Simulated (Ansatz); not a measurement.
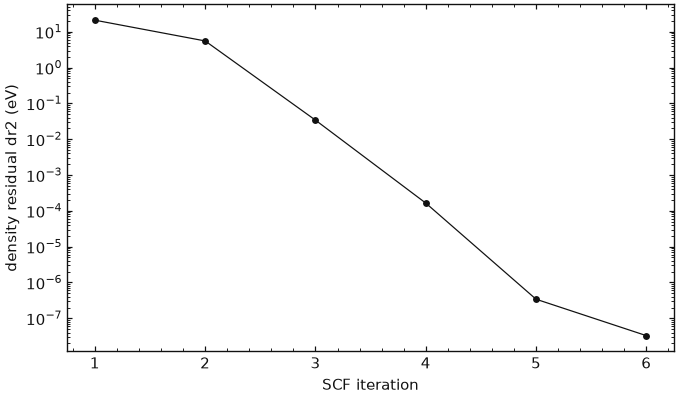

The plot shows the SCF iterations of a calculation: density residual dr2.

SiO₂ (12 atoms in the cell), run with Ansatz.

```
crystal:
  lattice:
    - [5.0310318096, 0.0, 0.0]
    - [0.0, 5.0310318096, 0.0]
    - [0.0, 0.0, 7.0106427619]
  atoms:
    - { symbol: Si, position: [0.7977057924, 0.7977057924, 0.5] }
    - { symbol: Si, position: [0.7022942076, 0.2977057924, 0.25] }
    - { symbol: Si, position: [0.2022942076, 0.2022942076, 0.0] }
    - { symbol: Si, position: [0.2977057924, 0.7022942076, 0.75] }
    - { symbol: O, position: [0.2602933157, 0.3988188958, 0.8219652075] }
    - { symbol: O, position: [0.1011811042, 0.7602933157, 0.5719652075] }
    - { symbol: O, position: [0.7397066843, 0.6011811042, 0.3219652075] }
    - { symbol: O, position: [0.8988188958, 0.2397066843, 0.0719652075] }
    - { symbol: O, position: [0.7602933157, 0.1011811042, 0.4280347925] }
    - { symbol: O, position: [0.6011811042, 0.7397066843, 0.6780347925] }
    - { symbol: O, position: [0.2397066843, 0.8988188958, 0.9280347925] }
    - { symbol: O, position: [0.3988188958, 0.2602933157, 0.1780347925] }
basis:
  ecutwfc: 420
kpoints:
  mp_grid: { grid: [6, 6, 4] }
hamiltonian:
  xc: pbesol
  dispersion: d4
scf:
  occupations: { method: gaussian, width: 0.02 }
  algorithm: direct_min
output:
  forces: true
  eigenvalues: true
  stress: true
magnetization:
  spin_polarized: true
```

Run as:
```bash
ansatz run input.yaml --threads 2 --pin off --max-ram 5120MiB --backend cpu --events-out ev --progress --plain --runs-dir out
```

> Was self-consistency reached?

It was still iterating, at step 6, when the time limit ended it. The residual is still falling at the last step (down to 3 × 10⁻⁸).

> Read the residual at the first and at the last step drawn.

It starts near 20 and ends near 3 × 10⁻⁸ eV.
